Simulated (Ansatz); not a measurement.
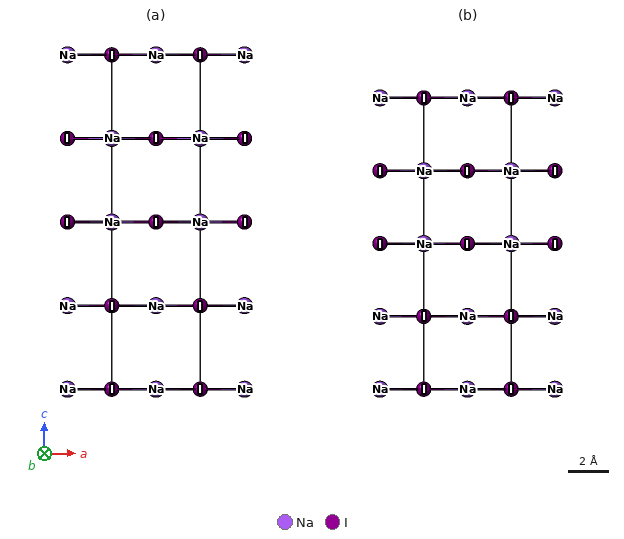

The structure of crystalline NaI (set up in I4_1/amd) before (left) and after (right) a relaxation, at one scale.

The picture is a ball-and-stick view of the conventional cell (2 times the calculation's cell), seen along the b axis. Lengths and directions refer to the drawn axes.

The calculation used DFT PBE+D3(BJ), scalar-relativistic, plane waves, PAW in Ansatz 0.2.0. Set-up: plane-wave cutoff 420 eV; k-point mesh 8 × 8 × 8; occupations gaussian; smearing width 0.02 eV; no spin polarisation; cell and atoms relaxed; force threshold 0.005 eV/Å; at most 80 steps.

Describe what moved and what it gained.

Answer. The atoms keep their places relative to the cell (all moves are under 0.005 Å). The volume changes by −15.0 %, with a = b 4.429 → 4.375 Å (−1.2 %), c 16.728 → 14.575 Å (−12.9 %). Among the contacts that change: I–Na 3.132 → 3.094 Å. The space group stays I4_1/amd (No. 141). The energy falls by 88.5 meV per cell of the calculation in 4 accepted moves (5 points after the start). All forces vanish by symmetry, so only the cell relaxes. Pressure: −0.82 GPa at the start and 0.00 GPa at the end. At 1 point the geometry stayed and the basis and grid were re-selected for the new cell (energy shift of 1.7 meV per cell of the calculation at most each time).
